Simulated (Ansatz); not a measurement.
**A Fermi-surface study of TaN in space group P-62m**

Input

```yaml
crystal:
  lattice:
    - [5.196, 0.0, 0.0]
    - [-2.598, 4.499868, 0.0]
    - [0.0, 0.0, 2.911]
  atoms:
    - { symbol: Ta, position: [0.33333333, 0.66666667, 0.5] }
    - { symbol: Ta, position: [0.66666667, 0.33333333, 0.5] }
    - { symbol: Ta, position: [0.0, 0.0, 0.0] }
    - { symbol: "N", position: [0.39285, 0.0, 0.0] }
    - { symbol: "N", position: [0.60715, 0.60715, 0.0] }
    - { symbol: "N", position: [0.0, 0.39285, 0.0] }
basis:
  ecutwfc: 420
kpoints:
  mp_grid: { grid: [12, 12, 14] }
hamiltonian:
  xc: pbe
scf:
  occupations: { method: gaussian, width: 0.05 }
output:
  forces: true
  eigenvalues: true
  eigenstates:
    nscf_kmesh: { grid: [24, 24, 36] }
    top_band: c6
    de_dk: true
    localisation: true
  stress: true
checkpoint:
  write: ck
  compress: false
  write_wavefunctions: false
  write_every: 100000
```

Run with:

```sh
ansatz run input.yaml --threads 2 --pin off --max-ram 5120MiB --backend cpu --events-out ev --progress --plain --runs-dir out
```

The calculation used DFT PBE, scalar-relativistic, plane waves, PAW; levels and slopes on a dense k mesh at the converged density in Ansatz 0.2.0. No spin polarisation. Mesh 24×24×36, interpolated with the band slopes. Cell and positions as given, without relaxation (residual pressure 5 GPa).

### 1. The sheets

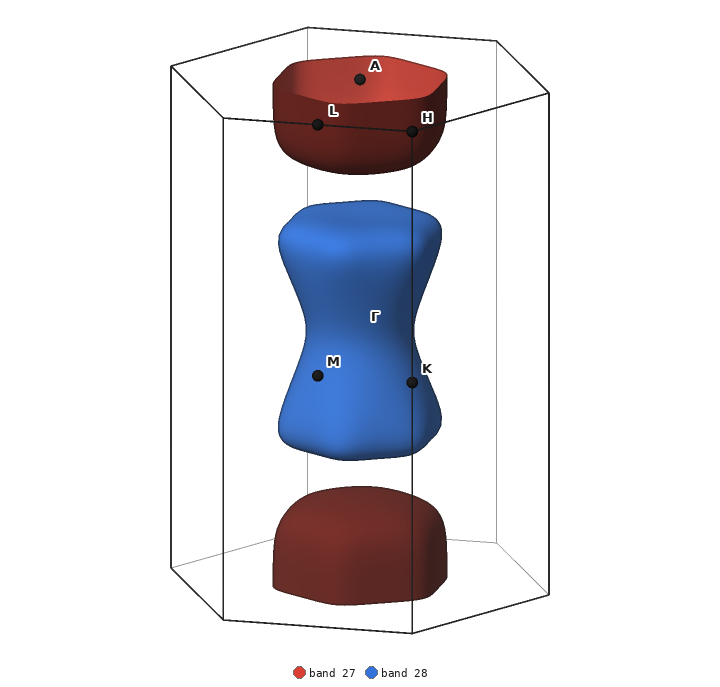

The figure shows the computed Fermi surface of this crystal. Each colour is one band. The brighter face of a sheet looks towards empty states.

Describe the Fermi surface sheet by sheet.

Answer. Two bands cross the Fermi level; this is a three-dimensional metal.

Band 27: one hole pocket centred at A (7.0 % of the zone).
Band 28: one electron pocket centred at Γ (7.0 % of the zone).
A pocket cut by a face of the zone is counted once with the part on the opposite face.

### 2. Speeds

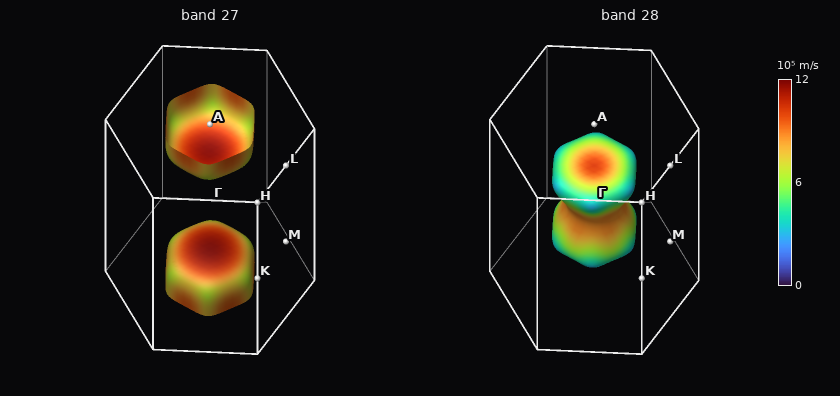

Fermi surface of this crystal, coloured by the Fermi speed.

Give the range and mean of the Fermi speed for each band.

Answer. Band 27: 6.8 to 11 × 10⁵ m/s over most of the sheet, 8.3 × 10⁵ m/s on average over states. Band 28: 3.4 to 8.7 × 10⁵ m/s over most of the sheet, 5.8 × 10⁵ m/s on average over states.

Which of these bands adds most to the density of states at the Fermi level?

Answer. Band 28, with 0.34 of 0.54 states/eV per cell.

### 3. Cuts and bands

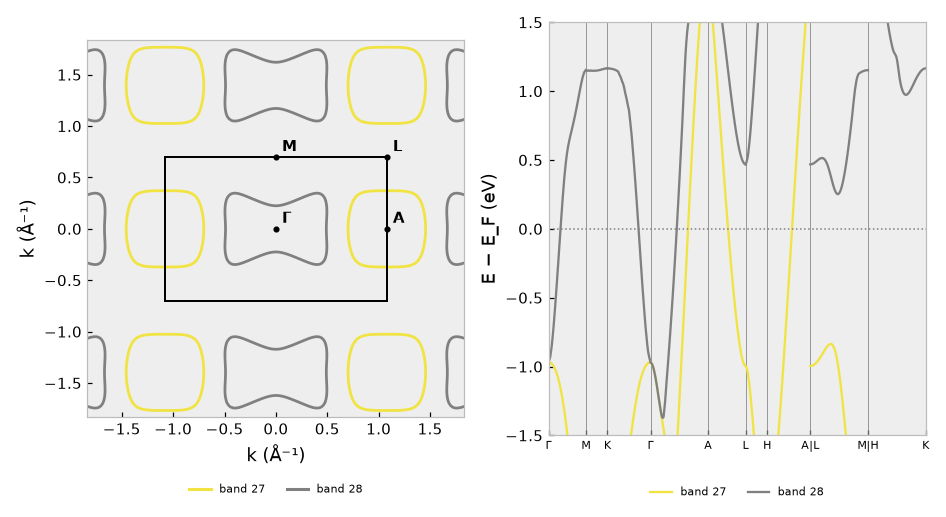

This crystal: cut through the Fermi surface in the plane through Γ, A and M, and the bands that cross the Fermi level.

Give each band's level at the labelled points, in eV from the Fermi level.

Answer.
| band | Γ | A | K | H | M | L |
| --- | --- | --- | --- | --- | --- | --- |
| band 27 | −0.97 | above | below | below | below | −1.00 |
| band 28 | −0.97 | above | +1.17 | above | +1.15 | +0.47 |

Negative values are filled states; "above" and "below" lie outside the plotted window.

Spin-orbit coupling is left out; with Ta it can split, shift or remove sheets. Necks and pockets thinner than about two mesh steps aren't resolved, so separate pockets may in truth be joined.

Cost: 62 s on 2 threads of Intel(R) Xeon(R) 6975P-C (Granite Rapids) (shared host), peak memory 1.3 GiB.
